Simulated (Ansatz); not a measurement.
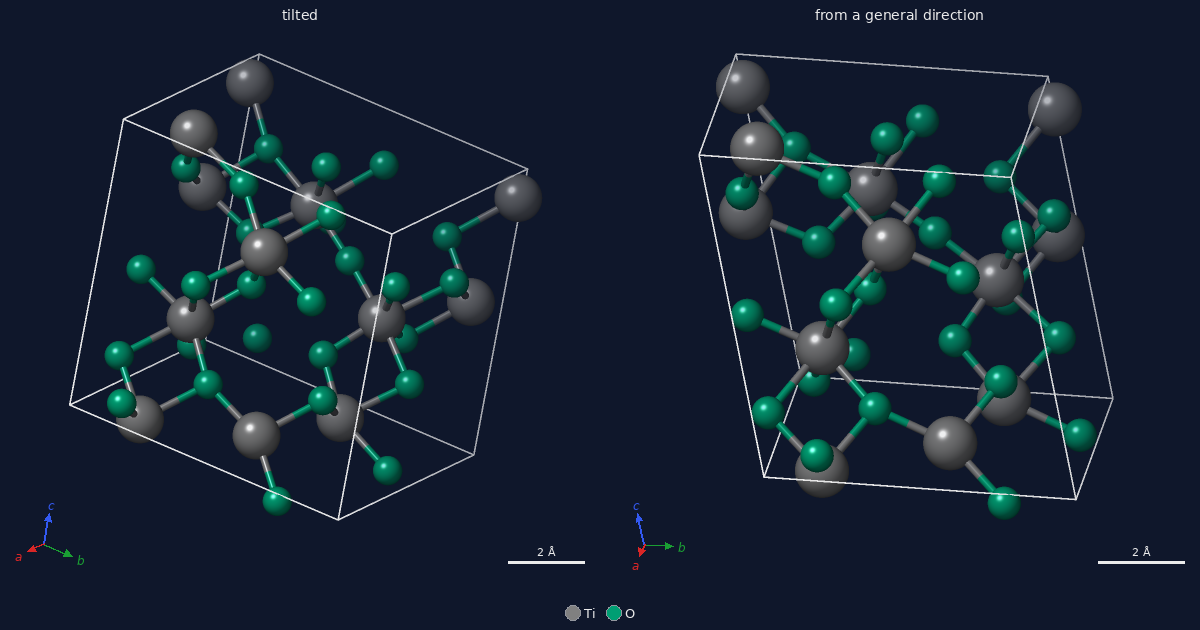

View slightly off an axis and from a general direction, drawn as a ball-and-stick model. The wireframe shows the supercell. The host is TiO2, in a cell of 30 sites, and the cell carries a charge of -2.

Name the defect and give its surroundings.

A titanium vacancy. Around the empty site lie six O at about 2.1 to 2.4 Å.

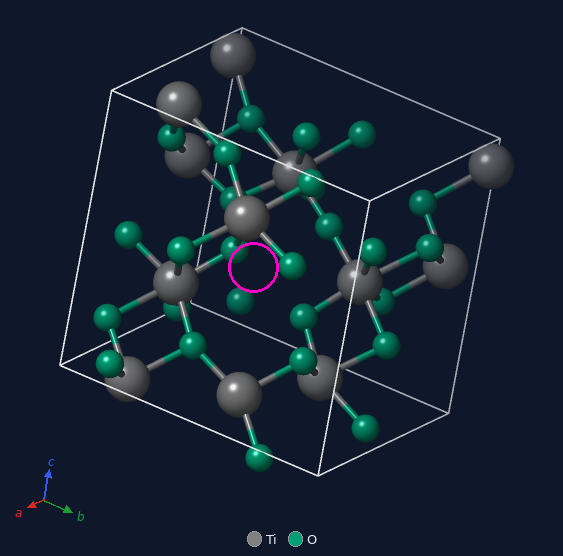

The same cell with a ring at the defect's site.

The atoms were relaxed in the host's cell with Ansatz 0.2.0, DFT PBE+U, scalar-relativistic, plane waves, PAW.
